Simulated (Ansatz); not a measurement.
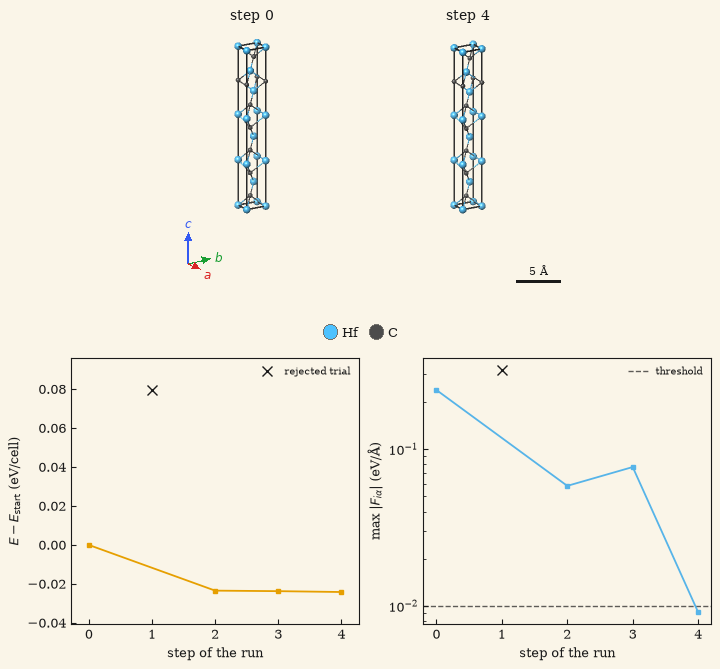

First and last geometry of a relaxation of solid HfC (a generated structure, set up in P-3m1), with the history of the run. A ball-and-stick model of the cell of the calculation, seen slightly off an axis.

Case: stacking ABABABC.

Level of theory: Ansatz, DFT PBEsol, scalar-relativistic, plane waves, PAW. Set-up: plane-wave cutoff 420 eV; k-point mesh 12 × 12 × 3; occupations gaussian; smearing width 0.1 eV; no spin polarisation; cell and atoms relaxed; force threshold 0.01 eV/Å; at most 45 steps.

Question: Read the history and describe the run.

Answer: The run was cut off at its time limit before the program reported convergence, but its last step already meets the force threshold: the largest component is 0.0091 eV/Å against 0.01 eV/Å. The pressure is within 0.04 GPa of its target. After 3 accepted moves (4 points after the start) the energy has fallen by 24.2 meV per cell of the calculation. The largest force component goes from 0.24 to 0.0091 eV/Å. The pressure goes from −0.07 to 0.04 GPa. The line search rejected the trial step at point 1 of the run. The largest moves relative to the cell, 0.012 Å, are those of C atoms. Largest moves by element: C 0.012 Å, Hf 0.005 Å. The volume changes by −0.1 %, with a = b 3.258 → 3.275 Å (+0.5 %), c 18.617 → 18.419 Å (−1.1 %). Near-neighbour distances that change, for instance: Hf–Hf 3.258 → 3.238 Å, Hf–Hf 3.258 → 3.275 Å. The space group stays P-3m1 (No. 164). The run took 9.8 min on 1 thread of Arm Neoverse V1, with other jobs on the host, peak memory 1 GiB.
